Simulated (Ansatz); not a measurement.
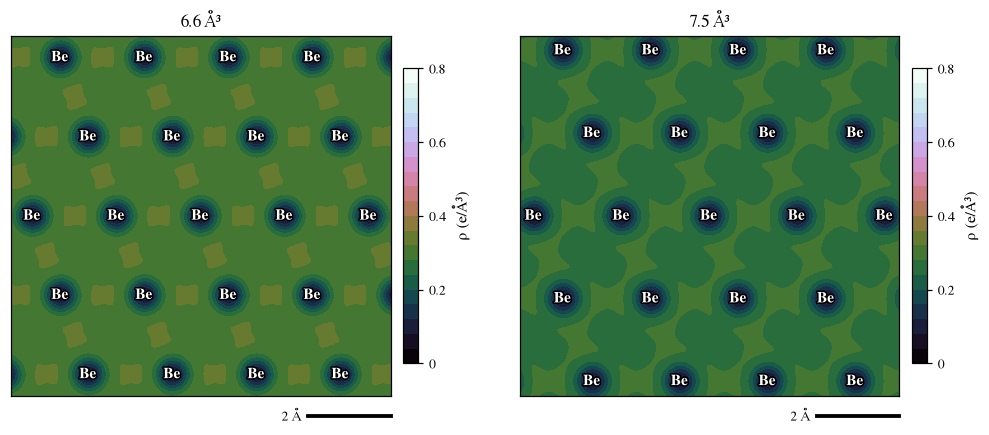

Be. The valence charge density (pseudo) of cells scaled evenly to different volumes (given per atom above each panel), on the (010) plane of each (indices in the axes of the cell below), at one length scale and on one colour scale.

A generated structure, not necessarily the stable one.

All numbers below come from DFT, LDA (PW92), plane waves (420 eV) with PAW, scalar-relativistic in Ansatz 0.2.0.

The density is the valence pseudo-density of a PAW calculation; it isn't the true density close to the nuclei.

The largest cell:

```
Be
1.0
    -1.23122    1.23122    1.23122
     1.23122   -1.23122    1.23122
     1.23122    1.23122   -1.23122
Be
1
Direct
  0.00000 0.00000 0.00000
```

| volume (Å³/atom) | Be–Be contact in the plane (Å) | ρ at its midpoint (e/Å³) | pressure (GPa) | 
| --- | --- | --- | --- |
| 6.57 | 2.044 | 0.322 | 20.8 | 
| 7.17 | 2.104 | ? | ? | 
| 7.47 | 2.133 | 0.283 | −0.1 | 

### What values belong in the row with question marks?

Over the known rows ln ρ falls by 1.45 per Å of Be–Be distance (the line through the two), which gives 0.295 e/Å³ at 2.104 Å; the calculation gives 0.295 e/Å³. For the pressure, a straight line in volume between the neighbouring rows gives 6.9 GPa; the calculation gives 5.7, lower because pressure rises ever faster on compression.
